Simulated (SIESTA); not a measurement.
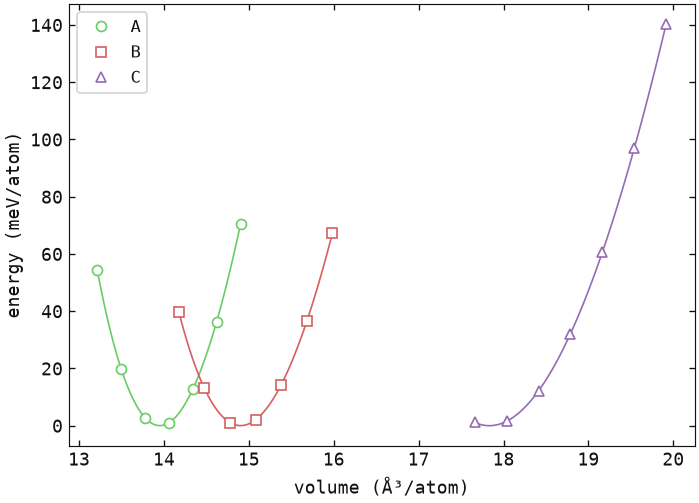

Plotted: energy against volume, with one curve for each element, for Ir, Pt and Ta (all in space group Fm-3m (No. 225)). The labels are replaced by letters.

Calculation (SIESTA 5.4.2): DFT in numerical atomic orbitals with pseudopotentials, no spin polarisation; energies at scaled volumes of the given cell, shape and fractions fixed, counted from the fit's minimum, third-order Birch-Murnaghan fit. Level: LDA.

| setting | value |
| --- | --- |
| occupations | Fermi–Dirac |
| smearing width | 0.05 eV |
| potentials | PseudoDojo 0.4 standard, converted to PSML, two zetas on semicore shells |

Q: Which letter stands for which compound?

A: A: Ir; B: Pt; C: Ta.

Note: mulliken charges of long orbitals; short basis over semicore shells; spin-orbit coupling left out, heavy elements (Pt); valence orbitals made in semicore potential (Ir).
